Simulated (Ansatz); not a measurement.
## Ta$_{2}$N: a changed input and its effect

System: Ta$_{2}$N (P-3m1, 3 atoms in the cell).
Method of run A: Kohn-Sham DFT of a periodic cell, LDA, Ansatz PAW, no spin polarisation (Ansatz 0.2.0).

The structure derives from a Materials Project entry. Text and figures count atoms from 1; the logs count them from 0 in places.

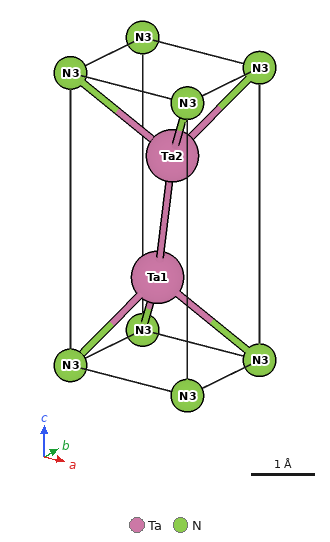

Figure 1. The structure as given in the input (ball-and-stick view of the cell of the calculation, seen slightly off an axis; atoms are numbered from 1 in the order of the input). Near neighbours in the crystal (not all of them lie inside the picture): Ta has 3 N at 2.15 Å and 12 Ta at 2.95 to 3.07 Å; N has 6 Ta at 2.15 Å.

## The input, run A
```yaml
crystal:
  lattice:
    - [3.0707906527, 0.0, 0.0]
    - [-1.5353953264, 2.6593827149, 0.0]
    - [0.0, 0.0, 4.8040242697]
  atoms:
    - { symbol: Ta, position: [0.3333333333, 0.6666666667, 0.254711] }
    - { symbol: Ta, position: [0.6666666667, 0.3333333333, 0.745289] }
    - { symbol: "N", position: [0.0, 0.0, 0.0] }
hamiltonian:
  xc: lda
  pseudopotentials: { kind: paw }
kpoints:
  mp_grid: { grid: [10, 10, 6] }
scf:
  occupations: { method: fermi_dirac, width: 0.05 }
output:
  forces: true
  stress: true
  eigenvalues: true
```

Launched with:
```bash
ansatz run input.yaml --threads 2 --pin off --max-ram 5632MiB --backend cpu --events-out ev --progress --plain --runs-dir out
```

Hardware: 2 threads of Arm Neoverse V1, 24 GiB of memory available, shared host.

## Output, shortened to warnings, some set-up lines, iterations and results (run A)
```
Basis set: ecut = 420 eV, 761 PW (Γ)
Symmetry: 12 space group operations
k-points: 72 of 600
Initial density: superposition of atomic densities (neutral atoms: chi_scale 0, normalization atom), corrected by the library's trained network
[...]
SCF iter   1: F=—  HF=-19742.008671 eV  |F-HF|=—  |Δ(HF+E_count)|=         —  Δρ=1.01e-2  dr2=3.84e-2  ethr=1.77e-3  ⟨swp⟩=6.0  Hψ=6546  notcnv=0
SCF iter   2: F=—  HF=-19742.000716 eV  |F-HF|=—  |Δ(HF+E_count)|=   7.96e-3  Δρ=5.01e-3  dr2=1.17e-2  ethr=1.24e-4  ⟨swp⟩=1.9  Hψ=2155  notcnv=0
SCF iter   3: F=—  HF=-19741.998114 eV  |F-HF|=—  |Δ(HF+E_count)|=   2.60e-3  Δρ=2.32e-3  dr2=2.72e-3  ethr=3.78e-5  ⟨swp⟩=1.9  Hψ=1570  notcnv=0
SCF iter   4: F=—  HF=-19741.997296 eV  |F-HF|=—  |Δ(HF+E_count)|=   8.18e-4  Δρ=3.35e-4  dr2=7.64e-5  ethr=8.78e-6  ⟨swp⟩=2.1  Hψ=1894  notcnv=0
SCF iter   5: F=—  HF=-19741.997279 eV  |F-HF|=—  |Δ(HF+E_count)|=   1.71e-5  Δρ=7.18e-5  dr2=1.48e-6  ethr=2.46e-7  ⟨swp⟩=2.0  Hψ=1973  notcnv=0
SCF iter   6: F=-19741.997279 eV  HF=-19741.997279 eV  |F-HF|=2.42e-8  |Δ(HF+E_count)|=   3.05e-7  Δρ=1.09e-5  dr2=4.88e-8  ethr=3.23e-10  ⟨swp⟩=4.1  Hψ=6869  notcnv=0
SCF 1 converged in 6 iterations: F = -19741.997279 eV  dr2 = 4.88e-8
SCF converged after 6 iterations
Free energy (F): -19741.997279 eV
Harris-Foulkes:  -19741.997279 eV  (|F-HF|=2.42e-8)
Internal energy: -19741.984014 eV  (E = F + TS)
E sigma→0 (E₀):  -19741.990646 eV
Entropy (-TS):   -0.013265 eV (-4.422 meV/atom)
Fermi energy:    20.079357 eV
--- Per-component energies (eV) ---
  E_band       = -163.773333
  E_kinetic    = 868.118514
  E_local      = -1212.740888  (includes V_loc(G=0)·N_el)
  E_nonlocal   = 87.121478
  E_hartree    = 418.939945
  E_xc         = -495.372651
  E_vxc        = -486.983813  (∫ρ·V_xc dr)
  E_paw        = -16416.515026  (= ΣΔE_a)
  E_vpaw       = -257.170571  (= ΣTr[D̂ρ^β])
  E_aug_tail   = 0.000445  (compensation charges beyond the density's cutoff)
  E_ewald      = -2992.133680
  E_core_change = 0.597850  (= ΣΔE_core)
  E_smearing   = -0.013265  (= −TS)
  E_closure    = -0.000000  (closes the sum)
  Σ components = -19741.997279   (vs F -19741.997279, Δ=0.00e0)
--- Forces (eV/Å), atoms counted from 1 ---
  atom   1  Ta     0.00000000     0.00000000    -0.21169768
  atom   2  Ta    -0.00000000    -0.00000000     0.21169768
  atom   3  N     -0.00000000     0.00000000     0.00000000
  max |Σ_I F_I| component: 5.55e-17 eV/Å
--- Stress (GPa, compression-positive) ---
       -3.362074      -0.000000      -0.000000
       -0.000000      -3.362074      -0.000000
       -0.000000       0.000000      -2.862528
  P = ⅓ Tr σ = -3.1956 GPa (-31.956 kbar)
```

For run B the input was changed thus:
```diff
-    - [3.0707906527, 0.0, 0.0]
-    - [-1.5353953264, 2.6593827149, 0.0]
-    - [0.0, 0.0, 4.8040242697]
+    - [3.0493158896, 0.0, 0.0]
+    - [-1.5246579448, 2.6407850245, 0.0]
+    - [0.0, 0.0, 4.7704285953]
```

How does run B compare with run A?

With the same functional and potentials, run B lies 0.14 meV per atom higher. The pressure goes from −3.20 to 3.48 GPa. The largest force goes from 0.212 to 0.077 eV/Å. The volume per atom goes from 13.08 to 12.80 Å³. The cell is scaled evenly with the atoms at fixed fractional positions, so −ΔP/Δ ln V estimates the bulk modulus midway between the two volumes: about 320 GPa. The SCF takes 7 iterations against 6. The plane waves at Γ go from 761 to 747.

## Output, shortened to warnings, some set-up lines, iterations and results (run B)
```
Basis set: ecut = 420 eV, 747 PW (Γ)
Symmetry: 12 space group operations
k-points: 72 of 600
Initial density: superposition of atomic densities (neutral atoms: chi_scale 0, normalization atom), corrected by the library's trained network
[...]
SCF iter   1: F=—  HF=-19742.008484 eV  |F-HF|=—  |Δ(HF+E_count)|=         —  Δρ=1.01e-2  dr2=3.80e-2  ethr=1.77e-3  ⟨swp⟩=5.9  Hψ=6532  notcnv=0
SCF iter   2: F=—  HF=-19742.000963 eV  |F-HF|=—  |Δ(HF+E_count)|=   7.52e-3  Δρ=5.65e-3  dr2=1.34e-2  ethr=1.22e-4  ⟨swp⟩=1.2  Hψ=2037  notcnv=0
SCF iter   3: F=—  HF=-19741.997468 eV  |F-HF|=—  |Δ(HF+E_count)|=   3.50e-3  Δρ=1.49e-3  dr2=2.45e-3  ethr=4.32e-5  ⟨swp⟩=2.3  Hψ=2429  notcnv=0
SCF iter   4: F=—  HF=-19741.996906 eV  |F-HF|=—  |Δ(HF+E_count)|=   5.62e-4  Δρ=4.12e-4  dr2=1.24e-4  ethr=7.89e-6  ⟨swp⟩=2.1  Hψ=2127  notcnv=0
SCF iter   5: F=—  HF=-19741.996873 eV  |F-HF|=—  |Δ(HF+E_count)|=   3.39e-5  Δρ=8.03e-5  dr2=1.20e-6  ethr=3.98e-7  ⟨swp⟩=2.0  Hψ=1934  notcnv=0
SCF iter   6: F=—  HF=-19741.996872 eV  |F-HF|=—  |Δ(HF+E_count)|=   1.48e-7  Δρ=1.38e-5  dr2=2.82e-8  ethr=3.23e-10  ⟨swp⟩=6.3  Hψ=6604  notcnv=0
SCF iter   7: F=-19741.996872 eV  HF=-19741.996872 eV  |F-HF|=3.42e-10  |Δ(HF+E_count)|=   1.29e-8  Δρ=1.78e-6  dr2=8.70e-10  ethr=9.11e-11  ⟨swp⟩=2.1  Hψ=4644  notcnv=0
SCF 1 converged in 7 iterations: F = -19741.996872 eV  dr2 = 8.70e-10
SCF converged after 7 iterations
Free energy (F): -19741.996872 eV
Harris-Foulkes:  -19741.996872 eV  (|F-HF|=3.42e-10)
Internal energy: -19741.983878 eV  (E = F + TS)
E sigma→0 (E₀):  -19741.990375 eV
Entropy (-TS):   -0.012995 eV (-4.332 meV/atom)
Fermi energy:    20.545332 eV
--- Per-component energies (eV) ---
  E_band       = -149.731238
  E_kinetic    = 870.722063
  E_local      = -1186.843696  (includes V_loc(G=0)·N_el)
  E_nonlocal   = 87.698494
  E_hartree    = 412.229809
  E_xc         = -496.226461
  E_vxc        = -488.070195  (∫ρ·V_xc dr)
  E_paw        = -16416.956631  (= ΣΔE_a)
  E_vpaw       = -257.698067  (= ΣTr[D̂ρ^β])
  E_aug_tail   = 0.000432  (compensation charges beyond the density's cutoff)
  E_ewald      = -3013.205738
  E_core_change = 0.597850  (= ΣΔE_core)
  E_smearing   = -0.012995  (= −TS)
  E_closure    = 0.000000  (closes the sum)
  Σ components = -19741.996872   (vs F -19741.996872, Δ=0.00e0)
--- Forces (eV/Å), atoms counted from 1 ---
  atom   1  Ta    -0.00000000     0.00000000    -0.07734928
  atom   2  Ta    -0.00000000    -0.00000000     0.07734928
  atom   3  N      0.00000000     0.00000000     0.00000000
  max |Σ_I F_I| component: 7.40e-17 eV/Å
--- Stress (GPa, compression-positive) ---
        3.276286      -0.000000       0.000000
        0.000000       3.276286      -0.000000
       -0.000000      -0.000000       3.890867
  P = ⅓ Tr σ = 3.4811 GPa (34.811 kbar)
```

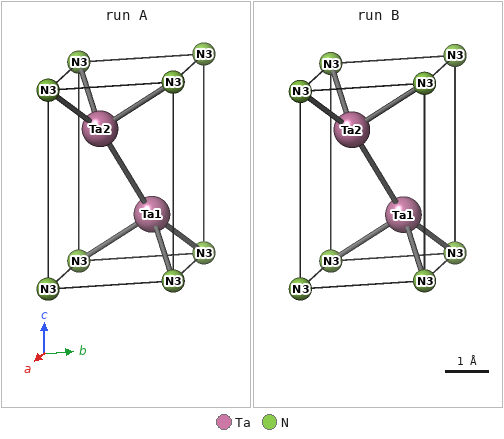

Figure 2. The two input geometries at one scale (ball-and-stick view of the cell of the calculation, seen slightly off an axis). The atoms keep their places relative to the cell (all moves are under 0.005 Å). Cell: a = b 3.071 → 3.049 Å (−0.7 %), c 4.804 → 4.770 Å (−0.7 %). Volume −2.1 %. Among the contacts that change: Ta1–Ta1 3.071 → 3.049 Å, Ta1–Ta2 3.022 → 3.001 Å, Ta1–N3 2.154 → 2.139 Å.

## The two runs side by side

| quantity | run A | run B |
| --- | --- | --- |
| outcome | converged | converged |
| free energy per atom (eV) | −6580.6658 | −6580.6656 |
| energy per atom, smearing taken to zero (eV) | −6580.6635 | −6580.6635 |
| gap on the mesh (eV) | 0.00 | 0.00 |
| pressure (GPa) | −3.20 | 3.48 |
| volume per atom (Å³) | 13.08 | 12.80 |
| largest force (eV/Å) | 0.212 | 0.077 |
| SCF iterations | 6 | 7 |
| irreducible k-points | 72 | 72 |
| plane waves at Γ | 761 | 747 |
| wall time (shared host) | 1.9 s | 2 s |

For both runs: Spin–orbit coupling is left out, which matters for Ta. The cell holds an odd number of electrons but the run has no spin polarisation, so it comes out as a metal.
